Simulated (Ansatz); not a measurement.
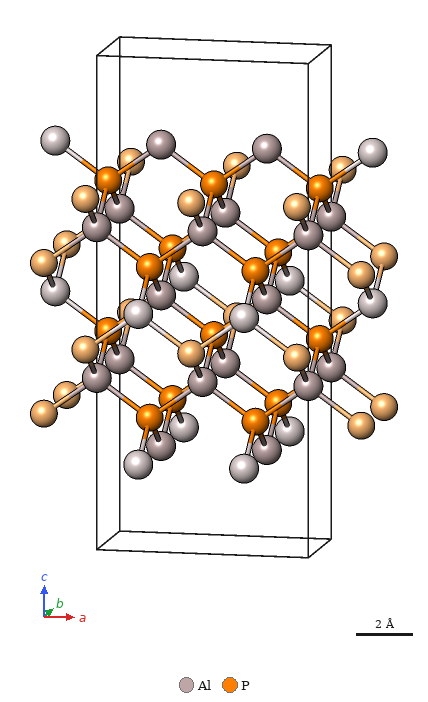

*The structure as given in the input (ball-and-stick view of the 2 × 1 repeat of the cell, with the vacuum cut short, seen slightly off an axis; neighbours outside the cell are drawn fainter).*

**Geometry relaxation of Al5P4 (part 1 of 2)**

System: Al5P4 (slab, 9 atoms in the cell).
Method: DFT PBEsol, scalar-relativistic, plane waves, PAW, no spin polarisation (Ansatz 0.2.0).

The structure derives from an entry of the Crystallography Open Database. It belongs to a series of runs on one base structure; here: (1 0 0) slab, atoms relaxed.

Input:
```yaml
crystal:
  lattice:
    - [3.8681183919, 0.0, 0.0]
    - [0.0, 3.8681183919, 0.0]
    - [0.0, 0.0, 25.9406909813]
  atoms:
    - { symbol: Al, position: [0.5, 0.5, 0.2891210572] }
    - { symbol: P, position: [0.5, 0.0, 0.3418407929] }
    - { symbol: Al, position: [0.0, 0.0, 0.3945605286] }
    - { symbol: P, position: [0.0, 0.5, 0.4472802643] }
    - { symbol: Al, position: [0.5, 0.5, 0.5] }
    - { symbol: P, position: [0.5, 0.0, 0.5527197357] }
    - { symbol: Al, position: [0.0, 0.0, 0.6054394714] }
    - { symbol: P, position: [0.0, 0.5, 0.6581592071] }
    - { symbol: Al, position: [0.5, 0.5, 0.7108789428] }
basis:
  ecutwfc: 420
kpoints:
  mp_grid: { grid: [7, 7, 1] }
hamiltonian:
  xc: pbesol
scf:
  occupations: { method: gaussian, width: 0.05 }
output:
  forces: true
  eigenvalues: true
  write_density: true
  write_potential: true
  elf: true
  volumetric_format: npy
relax:
  adjacent_minimum: "off"
  f_tol: 0.02
  max_steps: 60
efield:
  axis: 3
  dipole_correction: true
  ramp_width: 0.04
```

Launch command:
```bash
ansatz run input.yaml --threads 1 --pin off --max-ram 2560MiB --backend cpu --events-out ev --progress --plain --runs-dir out
```

What the program printed:
```
Engine: ansatz 0.2.0, aarch64-unknown-linux-gnu
Pseudopotentials: kind: paw
Pseudopotential: Al, paw, valence charge 3, recommended cutoff 420 eV (normal), Al.paw.azcp
Pseudopotential: P, paw, valence charge 5, recommended cutoff 420 eV (normal), P.paw.azcp
Functional definition: PBEsol
  exchange = pbesol_x
  correlation = pbesol_c
Crystal: 9 atoms, lattice volume = 388.133 Å³
Basis set: ecut = 420 eV, 7615 PW (Γ), exchange–correlation on 54×54×360 points (8 copies of the dense FFT grid, shifted against one another)
Bands: 27, of which v1, the nominal top of the filled ones, is band 18 counted from 1 (17 counted from 0)
Symmetry: 4 space group operations
k-points: 16 of 49
Non-local potential: Al, projectors of the file, l = 0: 2, l = 1: 2, l = 2: 1
Non-local potential: P, projectors of the file, l = 0: 2, l = 1: 2, l = 2: 2
PAW form: soft (Blöchl's): semilocal exchange-correlation on the pseudo side does not see the compensation charge
PAW frozen core: Al, regenerated for the run's functional, and the local potential with it (the file was generated under x = pbe(κ = 0.804, μ = 0.2195149727645171), c = pbe(β = 0.06672455060314922))
PAW frozen core: P, regenerated for the run's functional, and the local potential with it (the file was generated under x = pbe(κ = 0.804, μ = 0.2195149727645171), c = pbe(β = 0.06672455060314922))
PAW one-centre angular grid: Al, 110 points (default); XC on 64 Gauss nodes
PAW one-centre angular grid: P, 110 points (default); XC on 64 Gauss nodes
Initial density: superposition of atomic densities (neutral atoms: chi_scale 0, normalization atom), corrected by the library's trained network
Initial wavefunctions: pseudopotential atomic-orbital guess
Functional: x = pbesol(κ = 0.804, μ = 0.12345679012345678), c = pbesol(β = 0.046)
SCF iter   1: F=—  HF=-5583.459675 eV  |F-HF|=—  |Δ(HF+E_count)|=         —  Δρ=3.24e-3  dr2=1.21e-1  ethr=1.77e-3  p=0.000 e·Å  D=3.60e-14 V/Å  ΔV_dip=-0.00 eV  dr2_dipole=1.01e-5  V_vac-E_F(+/−)=4.77/4.77 eV  ⟨swp⟩=11.1  Hψ=3278  notcnv=0  defer=6
efield: sawtooth ramp at fractional position 0.9800 (placed from the atoms, in the widest stretch of the axis that holds none; the zero of the levels goes with the place), width 0.0400; the density the first Hamiltonian is built on has a dipole p = 0.000 e·Å; the dipole correction subtracts the counter field D = 3.60e-14 V/Å, which shifts the + side's vacuum level by -0.00 eV against the − side's; the planar-averaged density in the ramp window peaks in size at 4.3e-5 e/Å³
preconditioner: auto → LDOS  [metal: Δε(μ)=0.000 eV  Ē_g=7.727 eV  σ=0.050 eV  W_gap=0.00  n_scr=42 (ndim 8)  ℏωp=11.2 eV  f_vac=0.416  D(μ)=7.71/eV (n_scr^D=50)  β→1.0]
SCF iter   2: F=—  HF=-5583.436266 eV  |F-HF|=—  |Δ(HF+E_count)|=   2.34e-2  Δρ=1.33e-3  dr2=1.09e-2  ethr=3.46e-4  p=0.000 e·Å  D=6.12e-5 V/Å  ΔV_dip=-0.00 eV  dr2_dipole=9.37e-7  V_vac-E_F(+/−)=4.87/4.87 eV  ⟨swp⟩=3.2  Hψ=919  notcnv=0  defer=60
SCF iter   3: F=—  HF=-5583.436555 eV  |F-HF|=—  |Δ(HF+E_count)|=   2.89e-4  Δρ=6.26e-4  dr2=5.42e-3  ethr=3.10e-5  p=0.000 e·Å  D=2.00e-5 V/Å  ΔV_dip=-0.00 eV  dr2_dipole=8.78e-8  V_vac-E_F(+/−)=4.90/4.90 eV  ⟨swp⟩=2.1  Hψ=679  notcnv=0  defer=60
SCF iter   4: F=—  HF=-5583.435707 eV  |F-HF|=—  |Δ(HF+E_count)|=   8.49e-4  Δρ=2.95e-4  dr2=1.02e-3  ethr=1.55e-5  p=0.000 e·Å  D=1.07e-5 V/Å  ΔV_dip=-0.00 eV  dr2_dipole=1.13e-7  V_vac-E_F(+/−)=4.92/4.92 eV  ⟨swp⟩=2.1  Hψ=610  notcnv=0  defer=60
SCF iter   5: F=—  HF=-5583.435510 eV  |F-HF|=—  |Δ(HF+E_count)|=   1.97e-4  Δρ=9.35e-5  dr2=2.59e-4  ethr=2.92e-6  p=0.000 e·Å  D=3.99e-6 V/Å  ΔV_dip=-0.00 eV  dr2_dipole=2.95e-10  V_vac-E_F(+/−)=4.93/4.93 eV  ⟨swp⟩=2.6  Hψ=725  notcnv=0  defer=60
SCF iter   6: F=—  HF=-5583.435491 eV  |F-HF|=—  |Δ(HF+E_count)|=   1.84e-5  Δρ=5.12e-5  dr2=1.21e-4  ethr=7.40e-7  p=0.000 e·Å  D=9.46e-7 V/Å  ΔV_dip=-0.00 eV  dr2_dipole=7.56e-9  V_vac-E_F(+/−)=4.94/4.94 eV  ⟨swp⟩=2.4  Hψ=524  notcnv=0  defer=60
SCF iter   7: F=—  HF=-5583.435477 eV  |F-HF|=—  |Δ(HF+E_count)|=   1.43e-5  Δρ=2.47e-5  dr2=2.86e-5  ethr=3.45e-7  p=0.000 e·Å  D=2.39e-8 V/Å  ΔV_dip=-0.00 eV  dr2_dipole=9.77e-9  V_vac-E_F(+/−)=4.95/4.95 eV  ⟨swp⟩=2.0  Hψ=398  notcnv=0  defer=60
SCF iter   8: F=-5583.435473 eV  HF=-5583.435474 eV  |F-HF|=6.66e-7  |Δ(HF+E_count)|=   3.41e-6  Δρ=1.18e-5  dr2=1.49e-6  ethr=2.86e-8  p=0.000 e·Å  D=2.15e-7 V/Å  ΔV_dip=-0.00 eV  dr2_dipole=5.05e-9  V_vac-E_F(+/−)=4.95/4.95 eV  ⟨swp⟩=21.4  Hψ=4919  notcnv=0
SCF 1 converged in 8 iterations: F = -5583.435473 eV  dr2 = 1.49e-6
  Residual-converged pass: ⟨swp⟩=1.1  Hψ=497  notcnv=0  max |occ|·‖R‖ = 7.1e-9 eV (tolerance 1.0e-8 eV)  dr2=1.49e-6  dr2_onsite=1.35e-8  max |Δocc| = 4.3e-10
  greatest PAW one-centre occupation: 0.783 electrons in one spin orbital (limit 2), on the P atom at site 7 (counted from 0), in its partial waves of l = 0
relax step   1: F+E_penalty+E_count = -5583.43547298 eV  Δ(F+E_penalty+E_count) = +0.000e0 eV  max|allowed force component| = 2.747e-1 eV/Å  Δτ_max = 0.0000 Å  (8 SCF iters, dr2 threshold 1.00e-5 eV, accepted)
Initial density: handed on by an earlier stage of this run
Initial wavefunctions: those handed on with the density
iter 1 solved again at ethr=7.66e-6 eV; its pass at ethr=3.10e-3 eV (dr2=2.68e-3 eV) is discarded
SCF iter   1: F=—  HF=-5583.450023 eV  |F-HF|=—  |Δ(HF+E_count)|=         —  Δρ=6.46e-4  dr2=2.79e-3  ethr=7.66e-6  p=0.000 e·Å  D=2.15e-7 V/Å  ΔV_dip=-0.00 eV  dr2_dipole=2.06e-9  V_vac-E_F(+/−)=4.97/4.97 eV  ⟨swp⟩=2.8  Hψ=1828  notcnv=0  defer=63
efield: sawtooth ramp at fractional position 0.9800 (handed on by an earlier solve), width 0.0400; the density the first Hamiltonian is built on has a dipole p = 0.000 e·Å; the dipole correction subtracts the counter field D = 2.15e-7 V/Å, which shifts the + side's vacuum level by -0.00 eV against the − side's; the planar-averaged density in the ramp window peaks in size at 4.7e-7 e/Å³
preconditioner: auto → LDOS  [metal: Δε(μ)=0.027 eV  Ē_g=7.721 eV  σ=0.050 eV  W_gap=0.28  n_scr=42 (ndim 8)  ℏωp=11.2 eV  f_vac=0.409  D(μ)=6.00/eV (n_scr^D=24)  β→1.0]
SCF iter   2: F=—  HF=-5583.449602 eV  |F-HF|=—  |Δ(HF+E_count)|=   4.21e-4  Δρ=1.93e-4  dr2=7.70e-4  ethr=7.66e-6  p=-0.000 e·Å  D=-2.09e-7 V/Å  ΔV_dip=0.00 eV  dr2_dipole=5.37e-9  V_vac-E_F(+/−)=4.97/4.97 eV  ⟨swp⟩=1.9  Hψ=415  notcnv=0  defer=63
SCF iter   3: F=—  HF=-5583.449608 eV  |F-HF|=—  |Δ(HF+E_count)|=   5.72e-6  Δρ=1.05e-4  dr2=2.91e-4  ethr=2.20e-6  p=-0.000 e·Å  D=-3.79e-8 V/Å  ΔV_dip=0.00 eV  dr2_dipole=1.24e-9  V_vac-E_F(+/−)=4.98/4.98 eV  ⟨swp⟩=1.1  Hψ=370  notcnv=0  defer=63
SCF iter   4: F=—  HF=-5583.449581 eV  |F-HF|=—  |Δ(HF+E_count)|=   2.71e-5  Δρ=4.13e-5  dr2=5.06e-5  ethr=8.30e-7  p=-0.000 e·Å  D=-1.07e-7 V/Å  ΔV_dip=0.00 eV  dr2_dipole=3.00e-9  V_vac-E_F(+/−)=4.98/4.98 eV  ⟨swp⟩=2.1  Hψ=406  notcnv=0  defer=63
SCF iter   5: F=—  HF=-5583.449576 eV  |F-HF|=—  |Δ(HF+E_count)|=   4.61e-6  Δρ=1.89e-5  dr2=6.35e-6  ethr=1.45e-7  p=-0.000 e·Å  D=-8.07e-9 V/Å  ΔV_dip=0.00 eV  dr2_dipole=7.46e-10  V_vac-E_F(+/−)=4.98/4.98 eV  ⟨swp⟩=2.2  Hψ=475  notcnv=0  defer=63
SCF iter   6: F=-5583.449575 eV  HF=-5583.449576 eV  |F-HF|=1.78e-6  |Δ(HF+E_count)|=   7.01e-8  Δρ=1.02e-5  dr2=2.26e-6  ethr=1.35e-8  p=-0.000 e·Å  D=-1.56e-7 V/Å  ΔV_dip=0.00 eV  dr2_dipole=4.02e-10  V_vac-E_F(+/−)=4.98/4.98 eV  ⟨swp⟩=20.7  Hψ=4430  notcnv=0
SCF 2 converged in 6 iterations: F = -5583.449575 eV  dr2 = 2.26e-6
  greatest PAW one-centre occupation: 0.783 electrons in one spin orbital (limit 2), on the P atom at site 1 (counted from 0), in its partial waves of l = 0
relax step   2: F+E_penalty+E_count = -5583.44957456 eV  Δ(F+E_penalty+E_count) = -1.410e-2 eV  max|allowed force component| = 1.173e-1 eV/Å  Δτ_max = 0.0391 Å  (6 SCF iters, dr2 threshold 4.72e-6 eV, accepted)
SCF iter   1: F=—  HF=-5583.453132 eV  |F-HF|=—  |Δ(HF+E_count)|=         —  Δρ=4.38e-4  dr2=3.91e-3  ethr=2.78e-5  p=-0.000 e·Å  D=-1.56e-7 V/Å  ΔV_dip=0.00 eV  dr2_dipole=3.03e-9  V_vac-E_F(+/−)=5.00/5.00 eV  ⟨swp⟩=2.8  Hψ=1108  notcnv=0  defer=63
efield: sawtooth ramp at fractional position 0.9800 (handed on by an earlier solve), width 0.0400; the density the first Hamiltonian is built on has a dipole p = -0.000 e·Å; the dipole correction subtracts the counter field D = -1.56e-7 V/Å, which shifts the + side's vacuum level by +0.00 eV against the − side's; the planar-averaged density in the ramp window peaks in size at 5.4e-7 e/Å³
preconditioner: auto → LDOS  [insulator: Δε(μ)=0.062 eV  Ē_g=7.703 eV  σ=0.050 eV  W_gap=0.61  n_scr=42 (ndim 8)  ℏωp=11.2 eV  f_vac=0.406  D(μ)=4.36/eV (n_scr^D=10)  ε∞_Penn≈3.1  β→1.0]
SCF iter   2: F=—  HF=-5583.452618 eV  |F-HF|=—  |Δ(HF+E_count)|=   5.13e-4  Δρ=1.99e-4  dr2=5.52e-4  ethr=1.12e-5  p=0.000 e·Å  D=4.16e-7 V/Å  ΔV_dip=-0.00 eV  dr2_dipole=1.24e-9  V_vac-E_F(+/−)=5.00/5.00 eV  ⟨swp⟩=2.4  Hψ=729  notcnv=0  defer=63
SCF iter   3: F=—  HF=-5583.452500 eV  |F-HF|=—  |Δ(HF+E_count)|=   1.18e-4  Δρ=1.35e-4  dr2=5.06e-4  ethr=1.58e-6  p=0.000 e·Å  D=2.11e-7 V/Å  ΔV_dip=-0.00 eV  dr2_dipole=1.87e-10  V_vac-E_F(+/−)=5.00/5.00 eV  ⟨swp⟩=2.1  Hψ=561  notcnv=0  defer=63
SCF iter   4: F=—  HF=-5583.452435 eV  |F-HF|=—  |Δ(HF+E_count)|=   6.46e-5  Δρ=5.09e-5  dr2=4.78e-5  ethr=1.45e-6  p=0.000 e·Å  D=2.24e-7 V/Å  ΔV_dip=-0.00 eV  dr2_dipole=1.50e-10  V_vac-E_F(+/−)=5.00/5.00 eV  ⟨swp⟩=2.4  Hψ=519  notcnv=0  defer=63
SCF iter   5: F=—  HF=-5583.452430 eV  |F-HF|=—  |Δ(HF+E_count)|=   5.48e-6  Δρ=2.71e-5  dr2=1.18e-5  ethr=1.36e-7  p=0.000 e·Å  D=1.41e-7 V/Å  ΔV_dip=-0.00 eV  dr2_dipole=2.04e-11  V_vac-E_F(+/−)=5.00/5.00 eV  ⟨swp⟩=2.1  Hψ=583  notcnv=0  defer=63
SCF iter   6: F=—  HF=-5583.452427 eV  |F-HF|=—  |Δ(HF+E_count)|=   2.35e-6  Δρ=9.60e-6  dr2=1.16e-6  ethr=3.38e-8  p=0.000 e·Å  D=1.41e-7 V/Å  ΔV_dip=-0.00 eV  dr2_dipole=5.32e-13  V_vac-E_F(+/−)=5.00/5.00 eV  ⟨swp⟩=2.2  Hψ=631  notcnv=0  defer=63
SCF iter   7: F=-5583.452428 eV  HF=-5583.452428 eV  |F-HF|=5.07e-9  |Δ(HF+E_count)|=   2.12e-7  Δρ=2.72e-6  dr2=6.84e-8  ethr=2.46e-9  p=0.000 e·Å  D=1.39e-7 V/Å  ΔV_dip=-0.00 eV  dr2_dipole=1.07e-13  V_vac-E_F(+/−)=5.00/5.00 eV  ⟨swp⟩=19.7  Hψ=4148  notcnv=0
SCF 3 converged in 7 iterations: F = -5583.452428 eV  dr2 = 6.84e-8
  greatest PAW one-centre occupation: 0.782 electrons in one spin orbital (limit 2), on the P atom at site 1 (counted from 0), in its partial waves of l = 0
relax step   3: F+E_penalty+E_count = -5583.45242755 eV  Δ(F+E_penalty+E_count) = -2.853e-3 eV  max|allowed force component| = 2.185e-2 eV/Å  Δτ_max = 0.0231 Å  (7 SCF iters, dr2 threshold 8.59e-7 eV, accepted)
SCF iter   1: F=—  HF=-5583.452584 eV  |F-HF|=—  |Δ(HF+E_count)|=         —  Δρ=6.13e-5  dr2=9.81e-5  ethr=9.04e-7  p=0.000 e·Å  D=1.39e-7 V/Å  ΔV_dip=-0.00 eV  dr2_dipole=3.59e-9  V_vac-E_F(+/−)=5.00/5.00 eV  ⟨swp⟩=2.0  Hψ=954  notcnv=0
efield: sawtooth ramp at fractional position 0.9800 (handed on by an earlier solve), width 0.0400; the density the first Hamiltonian is built on has a dipole p = 0.000 e·Å; the dipole correction subtracts the counter field D = 1.39e-7 V/Å, which shifts the + side's vacuum level by -0.00 eV against the − side's; the planar-averaged density in the ramp window peaks in size at 5.7e-7 e/Å³
preconditioner: auto → LDOS  [insulator: Δε(μ)=0.051 eV  Ē_g=7.697 eV  σ=0.050 eV  W_gap=0.52  n_scr=42 (ndim 8)  ℏωp=11.2 eV  f_vac=0.406  D(μ)=4.96/eV (n_scr^D=12)  ε∞_Penn≈3.1  β→1.0]
SCF iter   2: F=—  HF=-5583.452481 eV  |F-HF|=—  |Δ(HF+E_count)|=   1.03e-4  Δρ=3.84e-5  dr2=1.60e-5  ethr=2.80e-7  p=-0.000 e·Å  D=-2.38e-7 V/Å  ΔV_dip=0.00 eV  dr2_dipole=4.16e-10  V_vac-E_F(+/−)=5.00/5.00 eV  ⟨swp⟩=2.8  Hψ=749  notcnv=0
SCF iter   3: F=—  HF=-5583.452479 eV  |F-HF|=—  |Δ(HF+E_count)|=   1.20e-6  Δρ=1.95e-5  dr2=1.25e-5  ethr=4.58e-8  p=-0.000 e·Å  D=-1.57e-7 V/Å  ΔV_dip=0.00 eV  dr2_dipole=6.27e-11  V_vac-E_F(+/−)=5.00/5.00 eV  ⟨swp⟩=2.1  Hψ=593  notcnv=0
SCF iter   4: F=—  HF=-5583.452478 eV  |F-HF|=—  |Δ(HF+E_count)|=   1.50e-6  Δρ=9.88e-6  dr2=3.42e-6  ethr=3.56e-8  p=-0.000 e·Å  D=-1.08e-7 V/Å  ΔV_dip=0.00 eV  dr2_dipole=2.65e-11  V_vac-E_F(+/−)=5.00/5.00 eV  ⟨swp⟩=2.7  Hψ=589  notcnv=0
SCF iter   5: F=—  HF=-5583.452477 eV  |F-HF|=—  |Δ(HF+E_count)|=   3.93e-7  Δρ=4.48e-6  dr2=3.36e-7  ethr=9.78e-9  p=-0.000 e·Å  D=-4.99e-8 V/Å  ΔV_dip=0.00 eV  dr2_dipole=4.52e-11  V_vac-E_F(+/−)=5.00/5.00 eV  ⟨swp⟩=2.8  Hψ=554  notcnv=0
SCF iter   6: F=-5583.452477 eV  HF=-5583.452477 eV  |F-HF|=1.91e-9  |Δ(HF+E_count)|=   3.66e-8  Δρ=1.46e-6  dr2=2.72e-8  ethr=2.86e-10  p=0.000 e·Å  D=3.08e-8 V/Å  ΔV_dip=-0.00 eV  dr2_dipole=5.51e-12  V_vac-E_F(+/−)=5.00/5.00 eV  ⟨swp⟩=15.9  Hψ=3613  notcnv=0
SCF 4 converged in 6 iterations: F = -5583.452477 eV  dr2 = 2.72e-8
  greatest PAW one-centre occupation: 0.782 electrons in one spin orbital (limit 2), on the P atom at site 7 (counted from 0), in its partial waves of l = 0
relax step   4: F+E_penalty+E_count = -5583.45247742 eV  Δ(F+E_penalty+E_count) = -4.987e-5 eV  max|allowed force component| = 1.856e-3 eV/Å  Δτ_max = 0.0016 Å  (6 SCF iters, accepted)
```

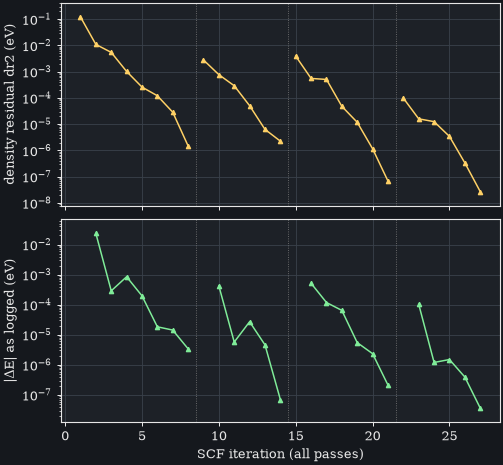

*Convergence of the self-consistent field: density residual dr2 and size of the energy change against the SCF iteration. The dotted lines part the SCF passes of the relaxation: geometry steps, rejected trials and re-solves on a re-selected basis.*

The passes take 8, 6, 7 and 6 iterations.

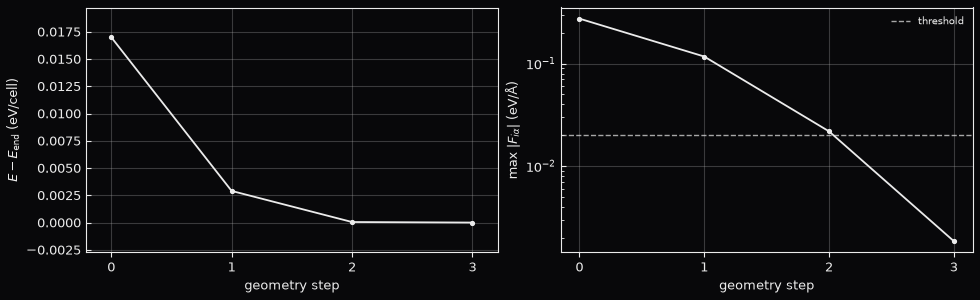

*Progress of the relaxation, step by step (the first geometry is step 0 here and step 1 in the log).*
